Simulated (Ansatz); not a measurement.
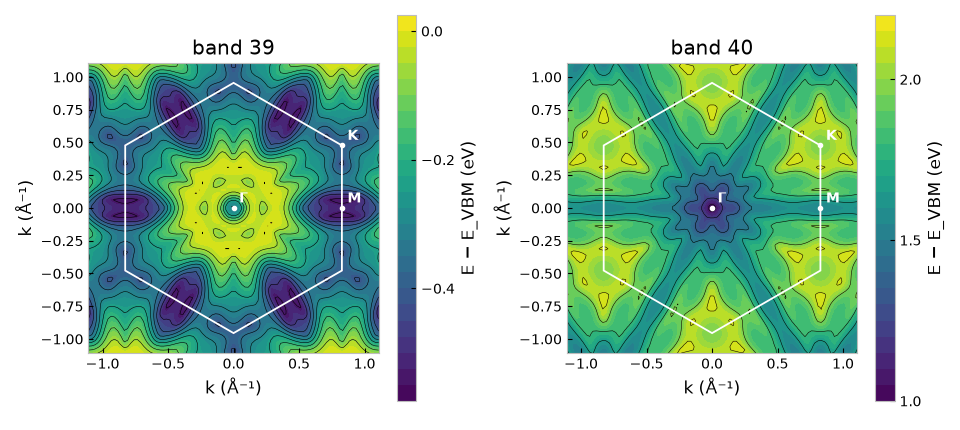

Two bands of one free-standing Bi₂Te₃ layer cut from the bulk crystal (space group of the slab cell P-3m1) over the plane of the sheet: the highest mostly filled and the lowest mostly empty one.

Method: Ansatz 0.2.0, DFT PBE, scalar-relativistic, plane waves, PAW; levels and slopes on a dense k mesh at the converged density. No spin polarisation. The levels come from a k mesh of 54×54×1 points. Unrelaxed database geometry.

**Give both levels and their distance at the named points.**

```
point  lower band (eV)  upper band (eV)  distance (eV)
    Γ            −0.30             1.01           1.31
    K            −0.41             1.96           2.37
    M            −0.52             1.55           2.06
```

**Where are the band edges of the whole zone?**

The valence band has twelve equivalent maxima away from the named points and lines, principal masses 0.34 and 2.89 mₑ; the conduction band has one minimum at Γ, mass 0.094 mₑ in all directions. The gap is indirect, 1.01 eV at this level of theory, which underestimates gaps and can reorder valleys that lie close. Another valley lies within 0.05 eV of an edge, so the kind of gap can change with the cell or the functional.

Spin-orbit coupling, left out here, can change the gap, its kind, the place of the band edges and the masses, since the compound holds Bi and Te.
